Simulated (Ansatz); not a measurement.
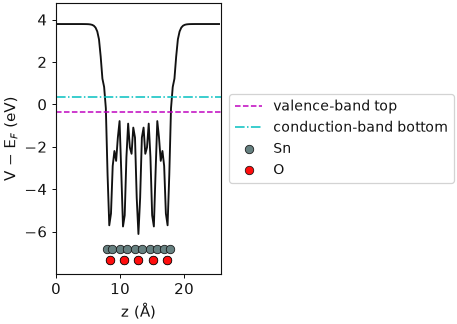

Plane-averaged electrostatic potential energy of an electron across the slab; circles at the bottom mark the heights of the atoms (positions after relaxation).

System: a (111) slab cut from SnO (P4/nmm), ended by Sn planes, 20 atoms in the cell. Starting structure of the relaxation:

```
Sn O
1.0
     5.38536    0.00000    0.00000
    -2.69268    5.62105    0.00000
     0.00000    0.00000   25.71919
Sn O
10 10
Direct
  0.28219 0.06438 0.29161
  0.98833 0.47667 0.34078
  0.66745 0.83491 0.38351
  0.37360 0.24719 0.43269
  0.05272 0.60543 0.47541
  0.75886 0.01772 0.52459
  0.43798 0.37596 0.56731
  0.14412 0.78824 0.61649
  0.82324 0.14648 0.65922
  0.52938 0.55877 0.70839
  0.38526 0.77053 0.31620
  0.88526 0.77053 0.31620
  0.77053 0.54105 0.40810
  0.27053 0.54105 0.40810
  0.15579 0.31158 0.50000
  0.65579 0.31158 0.50000
  0.54105 0.08210 0.59190
  0.04105 0.08210 0.59190
  0.92631 0.85263 0.68380
  0.42631 0.85263 0.68380
```

Level of theory: DFT r2SCAN, scalar-relativistic, plane waves, PAW, no spin polarisation, 7×6×1 k mesh, 500 eV cutoff, Gaussian smearing of 0.05 eV; code Ansatz.

> What are the ionisation potential and the electron affinity of the slab?

From the vacuum level at the right face the ionisation potential is 4.14 eV and the electron affinity 3.46 eV; the left face gives the same. The slab's gap, their difference before rounding, is 0.68 eV. The two vacuum levels agree, so the slab has no net dipole along its normal.

> How thick are slab and vacuum?

The outermost atoms are 9.9 Å apart, which leaves 15.8 Å of vacuum in a cell 25.7 Å high.
